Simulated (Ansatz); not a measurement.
SiO2: several calculations on one system

**1. Relaxation**

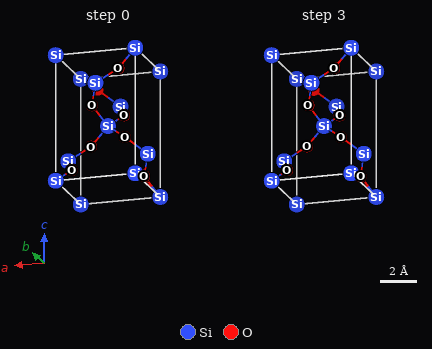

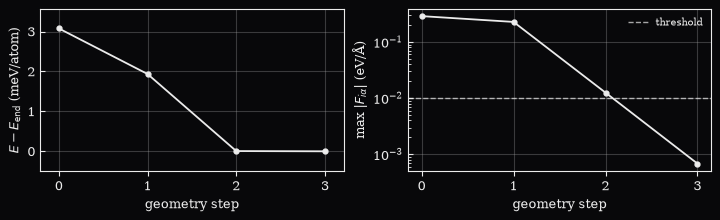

First and last geometry of a relaxation of crystalline SiO₂ (set up in I-42d), with the history of the run. The picture is a ball-and-stick view of the conventional cell (2 times the calculation's cell), seen from a free direction. Lengths and directions refer to the drawn axes.

Case: the database's cell, atoms relaxed.

Level of theory: DFT LDA, scalar-relativistic, plane waves, PAW in Ansatz 0.2.0.

Input file:
```yaml
crystal:
  lattice:
    - [-2.37405, 2.37405, 3.744]
    - [2.37405, -2.37405, 3.744]
    - [2.37405, 2.37405, -3.744]
  atoms:
    - { symbol: Si, position: [0.0, 0.0, 0.0] }
    - { symbol: Si, position: [0.75, 0.25, 0.5] }
    - { symbol: O, position: [0.99838, 0.625, 0.87338] }
    - { symbol: O, position: [0.375, 0.24838, 0.37338] }
    - { symbol: O, position: [0.75162, 0.125, 0.12662] }
    - { symbol: O, position: [0.875, 0.00162, 0.62662] }
basis:
  ecutwfc: 420
kpoints:
  mp_grid: { grid: [8, 8, 8] }
hamiltonian:
  xc: lda
scf:
  occupations: { method: gaussian, width: 0.02 }
output:
  forces: true
  stress: true
  eigenvalues: true
relax:
  adjacent_minimum: "off"
  f_tol: 0.01
  max_steps: 40
```

Command:
```bash
ansatz run input.yaml --threads 1 --pin off --max-ram 2560MiB --backend cpu --events-out ev --progress --plain --runs-dir out
```

> Read the history and describe the run.

It converged. After 3 geometry steps the energy has fallen by 3.1 meV per atom. Largest force component: 0.29 eV/Å at the start, 0.00068 eV/Å at the end. The largest moves, 0.033 Å, are those of O3, O4, O5 and O6. O4 goes along −a. Si stays in place. The lattice vectors keep their values. Near-neighbour distances that change, for instance: Si1–O3 1.621 → 1.610 Å. Among the angles between lasting bonds that change: Si1–O6–Si2 137.6° → 139.8°. The space group stays I-42d (No. 122).

**2. Relaxation**

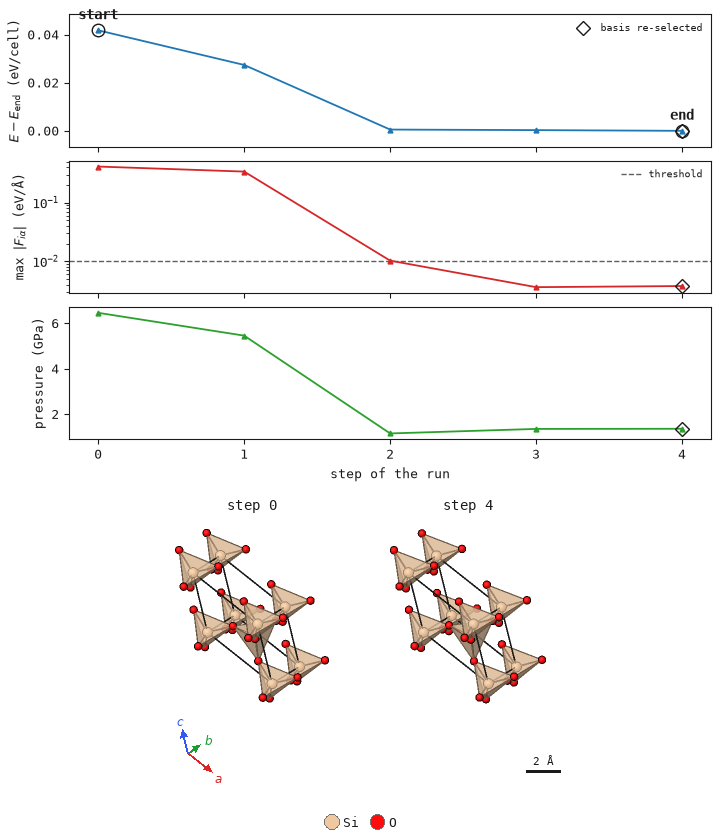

First and last geometry of a relaxation of solid SiO2 (set up in I-42d), with the history of the run. Style: polyhedral. Shown: the cell of the calculation, slightly off an axis.

Case: volume × 0.94, shape and atoms relaxed.

The calculation used DFT LDA, scalar-relativistic, plane waves, PAW (Ansatz). (plane-wave cutoff 420 eV; k-point mesh 8 × 8 × 8; occupations gaussian; smearing width 0.02 eV; no spin polarisation; cell relaxed at fixed volume; force threshold 0.01 eV/Å; at most 30 steps)

> Read the history and describe the run.

It converged. After 3 accepted moves (4 points after the start) the energy has fallen by 41.8 meV per cell of the calculation. The largest force component goes from 0.41 to 0.0038 eV/Å. Pressure: 6.46 GPa at the start and 1.36 GPa at the end. At 1 point the geometry stayed and the basis and grid were re-selected for the new cell (energy shift of 0.3 meV per cell of the calculation at most each time). The largest moves relative to the cell, 0.049 Å, are those of O atoms. Si stays in place. The drawn cell changes at constant volume: a = b = c 4.947 → 4.960 Å (+0.3 %), α 121.8° → 122.3°, β 121.8° → 122.3°, γ 86.9° → 86.1°. Near-neighbour distances that change, for instance: O–Si 1.591 → 1.608 Å. Among the angles between lasting bonds that change: Si–O–Si 141.2° → 138.1°. The space group stays I-42d (No. 122). Cost: 110 s on 1 thread of Intel(R) Xeon(R) Processor @ 2.50GHz (Skylake/Cascade Lake), with other jobs on the host, peak memory 0.4 GiB.

**3. A change**

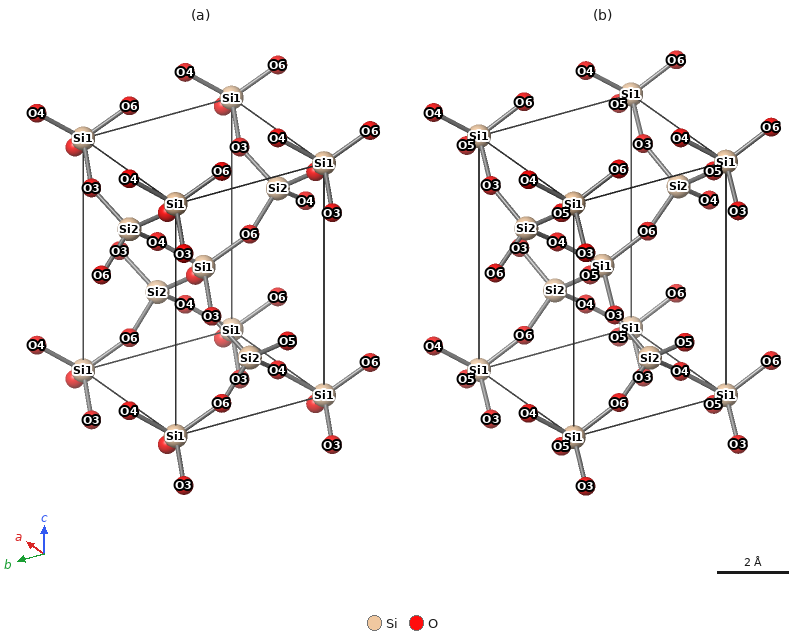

Left: a crystal of SiO2 (set up in I-42d). Right: the same structure after one change, at the same scale. A ball-and-stick model of the conventional cell (2 times the calculation's cell), seen from a free direction. Lengths and directions refer to the drawn axes.

The calculation used DFT LDA, scalar-relativistic, plane waves, PAW (Ansatz 0.2.0). (plane-wave cutoff 420 eV; k-point mesh 8 × 8 × 8; occupations gaussian; smearing width 0.02 eV; no spin polarisation)

> What distinguishes the right structure from the left one?

The volume is changed by +6.0 %. The cell's shape and the atoms are relaxed at that volume.

> And its effect?

It costs 3.0 meV per atom. The pressure goes from 0.0 to −1.1 GPa. The volume changes by +6.0 %, with a = b 4.925 → 5.054 Å (+2.6 %), c 7.287 → 7.335 Å (+0.7 %). The largest moves relative to the cell, 0.12 Å, are those of O3, O4, O5 and O6. O5 goes along +b. Si stays in place. The space group stays I-42d (No. 122).
